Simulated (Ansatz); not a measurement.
# Phonon calculation, with input and output: GaO (part 2 of 2)

GaO (P-6m2, 8 atoms in the cell); DFT PBEsol, scalar-relativistic, plane waves, PAW, no spin polarisation (Ansatz 0.2.0); cutoff 420 eV, 12×12×2 k-mesh, fixed occupations. It belongs to a series of runs on one base structure; here: phonon dispersion, density of states and thermodynamics.

Geometry of the input (Å; fractional positions):
```
3.0595  0.0000  0.0000
-1.5297  2.6496  0.0000
0.0000  0.0000  13.4259
Ga 0.3333  0.6667  0.4079
Ga 0.3333  0.6667  0.5921
Ga 0.0000  0.0000  0.0921
Ga 0.0000  0.0000  0.9079
O  0.6667  0.3333  0.1465
O  0.6667  0.3333  0.8535
O  0.0000  0.0000  0.3534
O  0.0000  0.0000  0.6466
```

### Log, continued
```
  k-point 2: bands = ["-12.1367", "-12.0651", "-12.0001", "-11.9262", "-7.0335", "-7.0207", "-6.9811", "-6.9790", "-6.9520", "-6.9394", "-6.9000", "-6.8978", "-6.8871", "-6.7983", "-6.7441", "-6.7375", "-6.6611", "-6.6546", "-6.6087", "-6.5949", "-6.5260", "-6.5119", "-6.4800", "-6.3884", "-0.0969", "0.1248", "2.9297", "3.4917", "4.1842", "4.2594", "4.3322", "4.4659", "4.5364", "4.5828", "4.6277", "4.6743", "5.7878", "6.7103", "8.4983", "9.3307", "11.5115", "11.9916", "15.5653", "16.3330", "16.4185", "16.5837"]
  k-point 85: bands = ["-11.5266", "-11.5031", "-11.4407", "-11.4172", "-6.9503", "-6.9003", "-6.8676", "-6.8398", "-6.8166", "-6.8052", "-6.7574", "-6.7440", "-6.7277", "-6.7230", "-6.6621", "-6.6465", "-6.6446", "-6.5630", "-6.4975", "-6.4140", "-6.2228", "-6.1406", "-6.0766", "-5.9939", "0.0804", "0.1523", "0.7329", "0.8002", "2.2607", "2.3280", "2.5838", "2.6531", "3.4715", "3.5388", "4.3944", "4.4659", "6.6087", "6.6978", "10.8005", "10.8889", "12.7402", "12.8235", "13.0866", "13.1727", "14.7764", "14.8682"]
--- Phonons (Γ-DFPT): 8 representative perturbations + reference, on 86 of 288 k-points (Σ response iterations 32) ---
  k mesh reduced under 2 symmetry operations, with k and −k counted as one. Each operation leaves every solved perturbation unchanged. A smaller set is not considered because the run solves the response to a homogeneous field
  ASR residual: 6.210e-5 → 0.000e0 eV/Å²; symmetrization residual: 9.578e-6 eV/Å²
  ASR residual per site (eV/Å²): 9.43e-6 9.43e-6 1.54e-5 1.54e-5 6.21e-5 6.21e-5 3.30e-5 3.30e-5
  Γ frequencies (cm⁻¹): 0.00 0.00 0.00 23.05 23.05 27.30 74.37 74.37 77.37 77.37 202.98 205.48 411.27 475.14 475.14 475.16 475.16 477.20 477.20 477.21 477.21 493.90 500.55 505.83
  ε∞ (high-frequency dielectric tensor):
        5.510947     0.000000    -0.000000
        0.000000     5.510947     0.000000
       -0.000000     0.000000     3.992395
  ε⁰ (static dielectric tensor: ions relaxed, cell fixed):
        9.141016     0.000000    -0.000000
        0.000000     9.141016     0.000000
       -0.000000     0.000000     5.596911
  ε⁰ − ε∞ (ionic part):
        3.630069    -0.000000     0.000000
       -0.000000     3.630069     0.000000
        0.000000     0.000000     1.604516
  softest optical mode at Γ: 23.05 cm⁻¹; the repairs (sum rule, projections) moved no ω² at Γ by more than (2.23 cm⁻¹)²
  Born effective charges Z* (e; rows j = field, columns β = displacement):
    site 0:
         2.42482    0.00000   -0.00000
         0.00000    2.42482    0.00000
        -0.00000   -0.00000    1.34645
    site 1:
         2.42482    0.00000   -0.00000
         0.00000    2.42482   -0.00000
        -0.00000    0.00000    1.34645
    site 2:
         2.41830    0.00000   -0.00000
         0.00000    2.41830   -0.00000
        -0.00000    0.00000    1.39103
    site 3:
         2.41830    0.00000   -0.00000
         0.00000    2.41830    0.00000
        -0.00000   -0.00000    1.39103
    site 4:
        -2.42968   -0.00000    0.00000
        -0.00000   -2.42968   -0.00000
         0.00000   -0.00000   -1.36081
    site 5:
        -2.42968   -0.00000    0.00000
        -0.00000   -2.42968    0.00000
         0.00000    0.00000   -1.36081
    site 6:
        -2.41344   -0.00000    0.00000
        -0.00000   -2.41344    0.00000
         0.00000    0.00000   -1.37666
    site 7:
        -2.41344   -0.00000    0.00000
        -0.00000   -2.41344   -0.00000
         0.00000   -0.00000   -1.37666
  Z* charge neutrality: 2.836e-2 e pre-enforcement
  solved inside a basis spanned on kpoints, on 14×14×4 k-points, its susceptibility summed on 16×16×4: ε∞ is read to err by 3.9e-2, Z* by 2.2e-2 e (field_mesh: kpoints solves on kpoints); Z* is corrected for what the basis lacks
  optical modes at Γ without the LO–TO term, one row a degenerate level:
      ω (cm⁻¹)  modes    IR ((D/Å)²/amu)
         23.05      2             0.0011
         27.30      1             0.0025
         74.37      2             0.0000
         77.37      2             0.0000
        202.98      1             0.0000
        205.48      1             0.0000
        411.27      1            13.2841
        475.14      2             0.0000
        475.16      2            83.0073
        477.20      2             0.0000
        477.21      2             0.1624
        493.90      1             0.0002
        500.55      1             0.0000
        505.83      1             0.0000
  optical modes at Γ + LO–TO along q̂ = [1.0000, 0.0000, 0.0000]:
      ω (cm⁻¹)  modes    IR ((D/Å)²/amu)
         23.05      1             0.0006
         23.08      1             0.0002
         27.30      1             0.0025
         74.37      2             0.0000
         77.37      2             0.0000
        202.98      1             0.0000
        205.48      1             0.0000
        411.27      1            13.2841
        475.14      2             0.0000
        475.16      1            41.5037
        477.20      2             0.0000
        477.20      1             0.0000
        477.21      1             0.0812
        493.90      1             0.0002
        500.55      1             0.0000
        505.83      1             0.0000
        611.27      1            41.5852
  optical modes at Γ + LO–TO along q̂ = [0.0000, 1.0000, 0.0000]:
      ω (cm⁻¹)  modes    IR ((D/Å)²/amu)
         23.05      1             0.0006
         23.08      1             0.0002
         27.30      1             0.0025
         74.37      2             0.0000
         77.37      2             0.0000
        202.98      1             0.0000
        205.48      1             0.0000
        411.27      1            13.2841
        475.14      2             0.0000
        475.16      1            41.5037
        477.20      2             0.0000
        477.20      1             0.0000
        477.21      1             0.0812
        493.90      1             0.0002
        500.55      1             0.0000
        505.83      1             0.0000
        611.27      1            41.5852
  optical modes at Γ + LO–TO along q̂ = [0.0000, 0.0000, 1.0000]:
      ω (cm⁻¹)  modes    IR ((D/Å)²/amu)
         23.05      2             0.0011
         27.46      1             0.0013
         74.37      2             0.0000
         77.37      2             0.0000
        202.98      1             0.0000
        205.48      1             0.0000
        475.14      2             0.0000
        475.16      2            83.0073
        477.20      2             0.0000
        477.21      2             0.1624
        484.10      1            13.2749
        493.91      1             0.0105
        500.55      1             0.0000
        505.83      1             0.0000
--- Phonons (arbitrary-q DFPT): 3 irreducible q on the 3×3×1 mesh ---
  q = [0.0000, 0.0000, 0.0000] (star 1, of the zone-centre solve; hermiticity 5.64e-7, symmetrization 5.41e-7): -0.00 0.00 0.00 23.05 23.05 27.30 74.37 74.37 77.37 77.37 202.98 205.48 411.27 475.14 475.14 475.16 475.16 477.20 477.20 477.21 477.21 493.90 500.55 505.83
  q = [0.0000, 0.3333, 0.0000] (star 6, 12 solved perturbations on 156 of 288 k-point pairs; hermiticity 3.85e-7, symmetrization 1.12e-13): 83.55 89.48 115.48 119.43 141.01 143.42 171.77 175.47 216.21 219.20 222.32 226.29 403.45 417.11 430.08 448.43 484.28 485.47 487.79 488.95 545.52 559.13 589.78 601.41
  q = [0.3333, 0.3333, 0.0000] (star 2, 8 solved perturbations in 872 linear systems a pass and spin channel, the states on 156 of 288 k-point pairs; hermiticity 7.49e-7, symmetrization 3.38e-7): 96.40 100.22 147.84 148.73 208.74 209.14 220.14 220.90 221.47 222.77 226.88 227.25 424.88 425.93 429.53 430.25 511.25 511.87 540.00 540.45 540.83 541.05 562.82 563.36
  sum rule: each row above includes the acoustic sum rule's correction from the zone centre's row sums; it moved no ω² by more than (1.03 cm⁻¹)²
  mesh force constants: q→R imaginary residual 0.00e0; ASR residual 6.210e-5 → 0.000e0 eV/Å²; symmetrization residual 1.421e-14 eV/Å²
  interpolated dispersion: 76 rows × 24 modes
  density of states and harmonic sums: on the 24×24×5 q-mesh, interpolated from the force constants of a 3×3×1 supercell (with the dipole–dipole term)
  largest difference from the sums on the solved wave vectors: F 5.67e-2 eV, S 8.55e-5 and C_V 2.82e-5 eV/K
  zero-point energy: 0.486490 eV/cell   skipped modes (ω ≤ 0): 4, of them read as no rigid motion or as one in doubt: 1 (2.083e-3 modes/cell left out, lowest -5.87 cm⁻¹)   left out of the sums: 1.30e-4 of the cell's modes: C_V's classical limit lies that fraction below 3 k_B per atom; for a crystal, a wire or a layer, F and S can be off by more, and a phonons.interpolated_qmesh denser along its periods is the remedy for the sampling
```

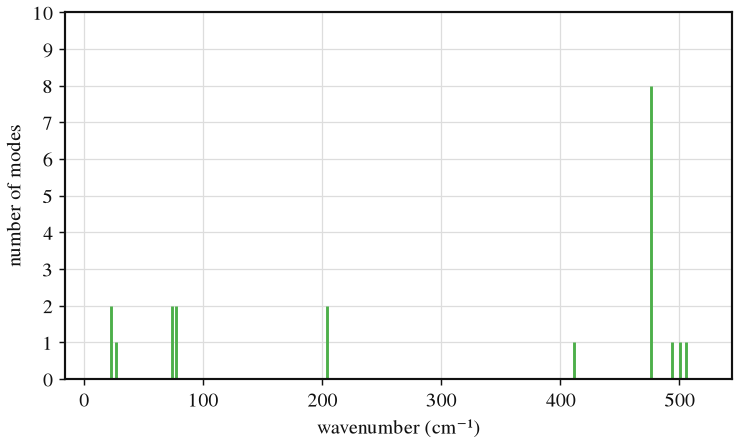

Figure 1. Optical phonons at the zone centre (no LO–TO term); neighbouring modes closer than 3 cm⁻¹ are counted in one stick. 21 modes from 23 to 506 cm⁻¹, none imaginary.

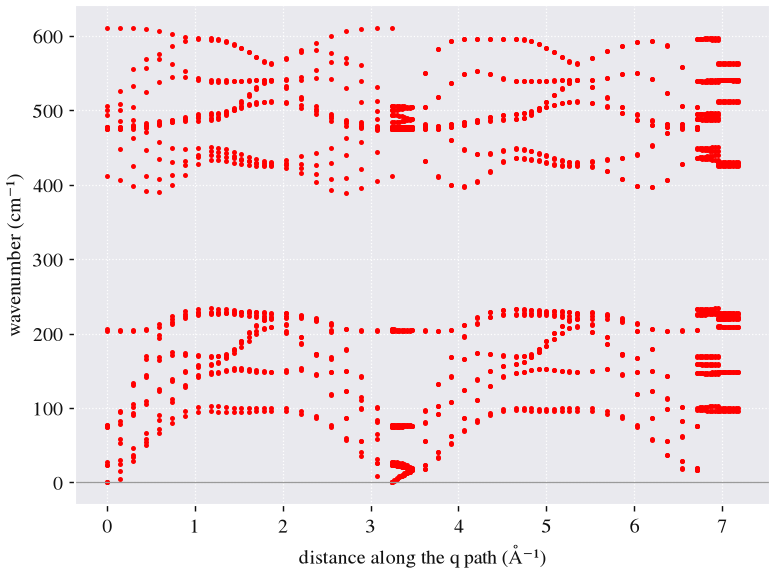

Figure 2. Phonon frequencies along the path of the input (imaginary ones negative). The highest is 611 cm⁻¹; no branch is clearly imaginary on this path.

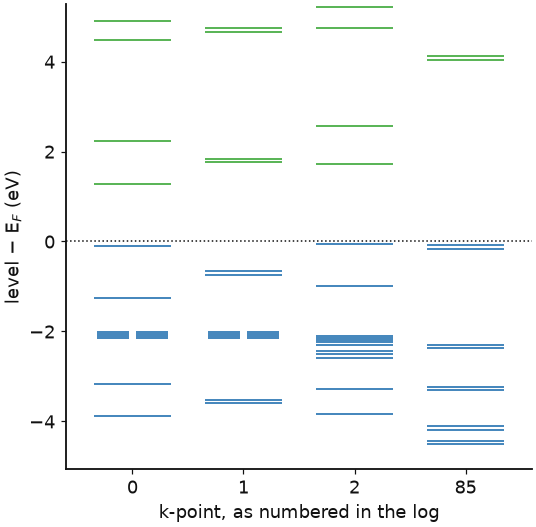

Figure 3. Kohn–Sham levels near the Fermi level (dotted) at the few k-points that the log prints; levels within 0.02 eV of each other stand side by side. Among these points the highest filled and lowest empty levels are 1.33 eV apart; the gap on the full mesh, 1.27 eV, has an edge at a point that isn't printed.

### Results in brief

```tsv
quantity	value
outcome	converged
space group (tolerance 0.01 Å)	P-6m2 (187)
electrons treated	76
free energy	−17217.8679 eV
Fermi energy	6.767 eV
gap on the k-point mesh	1.27 eV
ε∞ (xx, yy, zz)	5.51, 5.51, 3.99
Born charges (mean of the diagonal)	Ga3, Ga4 (2.08 e); all 4 O atoms (−2.07 e); Ga1, Ga2 (2.07 e)
wall time	11 min (CPU time 41 min)
peak memory	2.2 GiB
```

Notes on the run: the k-point mesh is coarse for the field response.
